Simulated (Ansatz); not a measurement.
The structure in question:

```cif
data_structure
_symmetry_space_group_name_H-M 'P 1'
_symmetry_Int_Tables_number 1
_cell_length_a 2.6511
_cell_length_b 2.6511
_cell_length_c 4.5417
_cell_angle_alpha 90.000
_cell_angle_beta 90.000
_cell_angle_gamma 120.000
_cell_volume 27.64
loop_
_atom_site_label
_atom_site_type_symbol
_atom_site_fract_x
_atom_site_fract_y
_atom_site_fract_z
_atom_site_occupancy
Si1 Si 0.37263 0.64776 0.23770 1
Si2 Si 0.72487 0.37263 0.76230 1
```

Q: Describe what this structure looks like.

A: The element is silicon. Strictly the space group is P-1 (No. 2, within 0.01 Å). It is a distorted form of a primitive hexagonal structure, space group P6_3/mmc (No. 194) within 0.45 Å: hexagonal close-packed (Mg type). The cell holds two atoms. The Si atoms are each bonded to twelve Si in a distorted anticuboctahedral arrangement at 2.60 to 2.91 Å. The bonds build a three-dimensional framework.

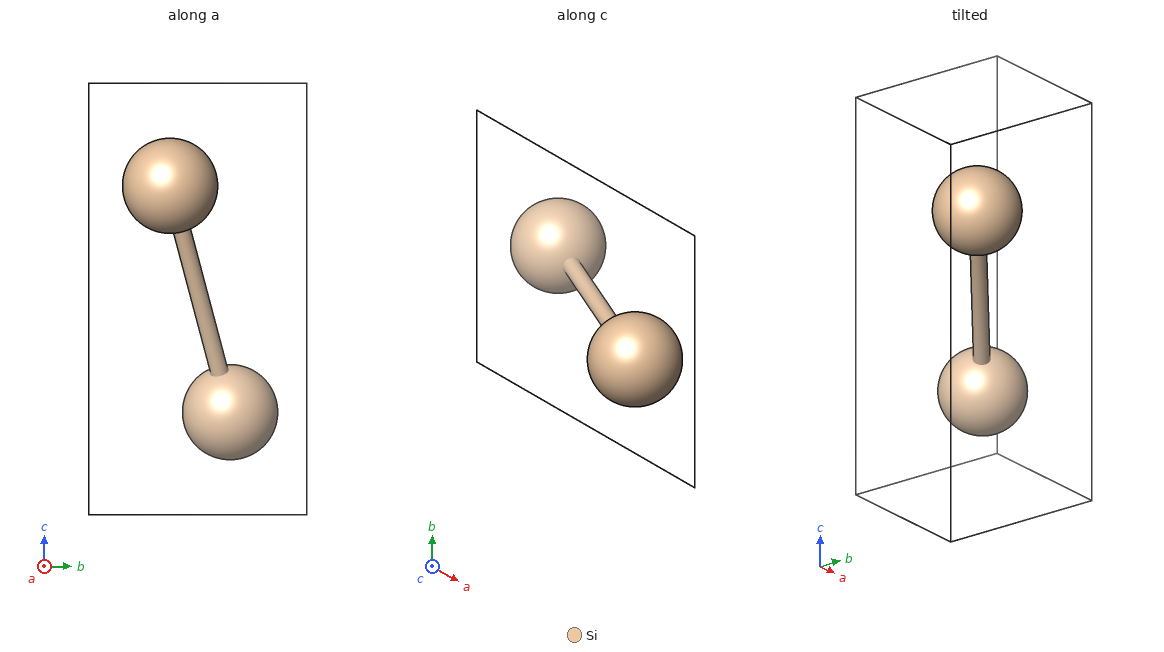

A ball-and-stick rendering, viewed along the a axis, along the c axis and slightly off an axis. The unit cell is outlined; an atom on or near a face, edge or corner is repeated at each equivalent position.

The structure comes from a structure listed in the Materials Project. The cell was then strained or its atoms displaced on purpose. It was run through Ansatz as a DFT input.
